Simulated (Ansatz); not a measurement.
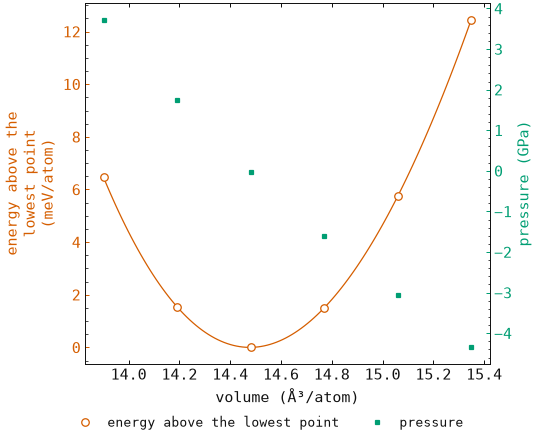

Computed with Ansatz 0.2.0 development build: equation of state of a cubic crystal from periodic Kohn-Sham density functional theory without spin, third-order Birch-Murnaghan fit to the free energies; pressure corrected for the finite basis. Level: PBE.

- structure type: fcc
- atoms in cell: 1
- space group number: 225
- lattice centring: face-centred primitive
- k mesh: 24×24×24
- occupation method: Fermi–Dirac
- occupation width: 0.06123 eV
- wave cutoff: 700 eV
- datasets: hard PAW
- density tolerance: 1e−09 eV
- bands: 10
- density cutoff ratio: 4
- search for lower states: default

Caption: Energy above the lowest point and pressure against volume for Si, space group Fm-3m (No. 225) (one of a set of cubic test structures, which need not be the stable phase).

A third-order Birch–Murnaghan fit gives V0 = 14.48 Å³/atom, B0 = 84.2 GPa and B′ = 4.2. The energy above the lowest point is 6.5 meV/atom at volume 13.90 Å³/atom and 12.5 meV/atom at 15.35 Å³/atom; the lowest computed point is at volume 14.48 Å³/atom (0.0 meV/atom). The pressure falls from 3.726 GPa at volume 13.90 Å³/atom to −4.350 GPa at 15.35 Å³/atom, and changes sign near 14.48 Å³/atom.

Caveats: cubic model structure, not the ambient form; modest k-mesh, values are not fully converged in k.

One of the inputs:
```
crystal:
  lattice:
    - [0.0, 1.94737345259, 1.94737345259]
    - [1.94737345259, 0.0, 1.94737345259]
    - [1.94737345259, 1.94737345259, 0.0]
  atoms:
    - { symbol: Si, position: [0, 0, 0] }
kpoints:
  mp_grid: { grid: [24, 24, 24] }
hamiltonian:
  xc: pbe
  pseudopotentials:
    kind: paw
    azcp:
      Si: "pseudopotentials/pbe/paw/ansatz_paw_generated_hard_1/Si.paw.azcp"
scf:
  occupations: { method: fermi_dirac, width: 0.061225619053 }
  convergence: { dr2_threshold: "1e-9 eV" }
  max_iter: 300
output:
  forces: true
  stress: true
```

Command:
```bash
ansatz run input.yaml --threads 1
```
